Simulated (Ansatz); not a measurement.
System: SiC.

```
Si C
1.0
     0.00000   -4.32882    0.00000
     0.00000    0.00000   -4.32882
     4.32882    0.00000    0.00000
Si C
4 4
Cartesian
  2.1644 -2.1644 -0.0480
  2.1644 0.0000 -2.2124
  0.0000 -2.1644 -2.1164
  0.0000 0.0000 -4.2808
  1.0228 -3.2791 -1.0822
  1.0228 -1.1147 -3.2466
  3.3060 -1.0497 -1.0822
  3.3060 -3.2141 -3.2466
```

Space group C2; not relaxed (largest force 1.8 eV/Å); PAW files of the earlier set (soft_1).

The calculation used Ansatz 0.2.0, DFT LDA, scalar-relativistic, plane waves, PAW.

Q: What will maps of the valence pseudo-density and electron localisation function show?

A: Si–C (1.90 Å): the density is about 0.86 e/Å³ at the midpoint; the ELF peaks at about 0.90 between the atoms: a shared electron pair.

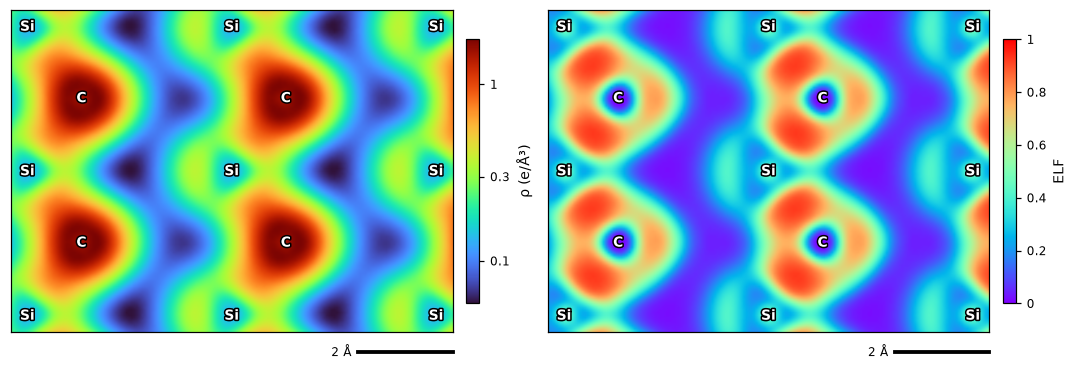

Computed valence pseudo-density and electron localisation function on the (110) plane of the conventional cell, in this order. 

In a PAW calculation such maps are meaningful between the atoms, not at the nuclei.
